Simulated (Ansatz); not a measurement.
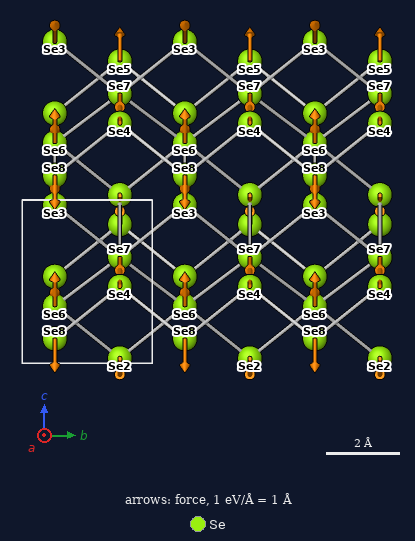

Starting geometry of solid Se (a generated structure, set up in Pnma) (coarse preliminary run) with the computed forces as orange arrows. The picture is a ball-and-stick view of the cell of the calculation, repeated 1 × 3 × 2 with one cell outlined, seen along the a axis.

All numbers below come from DFT PBE, scalar-relativistic, plane waves, PAW in Ansatz. (plane-wave cutoff 420 eV; k-point mesh 2 × 6 × 4; occupations gaussian; smearing width 0.1 eV; no spin polarisation; cell and atoms relaxed; force threshold 0.04 eV/Å; at most 70 steps)

**What follows when this structure is relaxed?**

It isn't relaxed: the largest force vector, on Se atoms, is 2.24 eV/Å. The final displacements have little in common with the starting forces (cosine between the two patterns −0.13). The largest moves relative to the cell, 0.90 Å, are those of Se atoms. Cell: a 7.749 → 9.742 Å (+25.7 %), b 3.586 → 4.248 Å (+18.5 %), c 4.502 → 6.331 Å (+40.6 %). Volume +109.5 %. Near-neighbour distances that change, for instance: Se–Se 3.230 → 4.968 Å, Se–Se 2.410 → 3.934 Å, Se–Se 2.385 → 3.792 Å, Se–Se 3.237 → 4.237 Å. Bonds break: Se–Se (2.39 → 3.79 Å), Se–Se (2.41 → 3.93 Å). Bond angles that change, for instance: Se–Se–Se 77.7° → 90.1°, Se–Se–Se 102.3° → 89.9°, Se–Se–Se 95.7° → 91.1°. The space group stays Pnma (No. 62). The energy falls by 13.203 eV per cell of the calculation in 29 accepted moves (35 points after the start). The largest force component goes from 2.2 to 0.0032 eV/Å. Pressure: 68.96 GPa at the start and 0.06 GPa at the end. The line search rejected the trial steps at points 14, 27, 28, 33 of the run. At 2 points the geometry stayed and the basis and grid were re-selected for the new cell (energy shift of 0.342 eV per cell of the calculation at most each time). The run took 13 min on 1 thread of Arm Neoverse V1, with other jobs on the host, peak memory 0.66 GiB.
